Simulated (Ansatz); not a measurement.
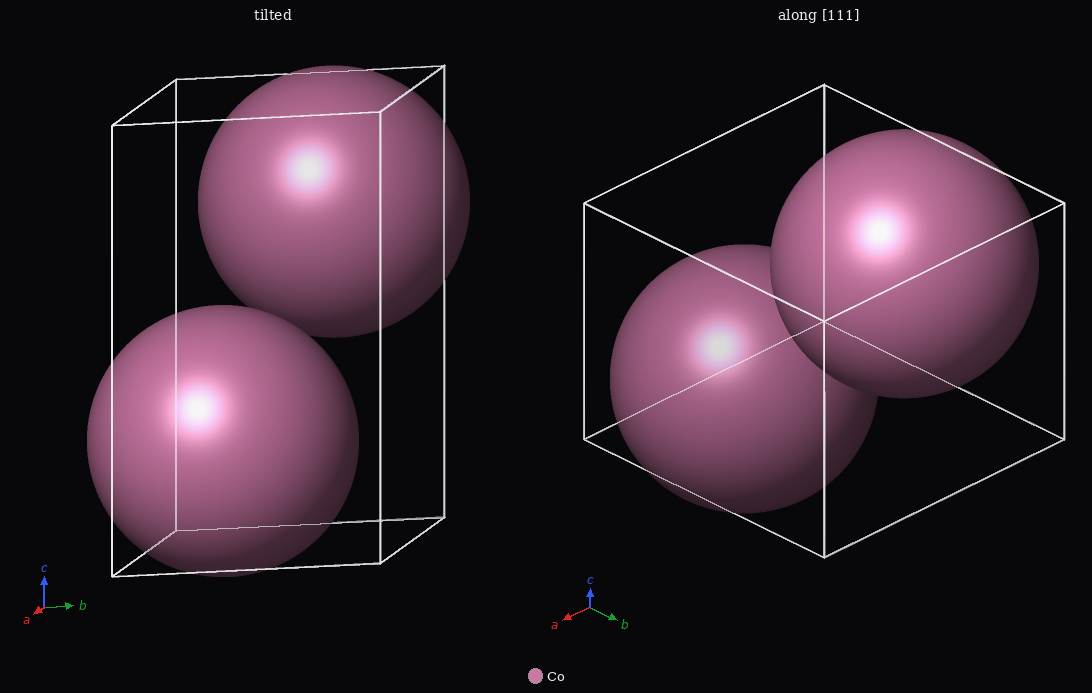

The figure gives a space-filling picture of the atoms, viewed slightly off an axis and along [111]. The parallelepiped is the conventional unit cell. Cell: a = 2.597 Å, b = 2.597 Å, c = 4.236 Å, α = 90.00°, β = 90.00°, γ = 120.00°.

The element is cobalt. The lattice is primitive hexagonal and the space group P-3m1 (No. 164). The cell holds two atoms. The Co atoms are each bonded to twelve Co in an anticuboctahedral arrangement at about 2.5 to 2.6 Å.

Its origin is a structure listed in the Materials Project. The cell was then strained or its atoms displaced on purpose. It was run through Ansatz as a DFT input.

At this level of theory the run's own cell isn't at rest (stretched, at -23 GPa), so its distances can differ from those at equilibrium, the more so the softer the solid.
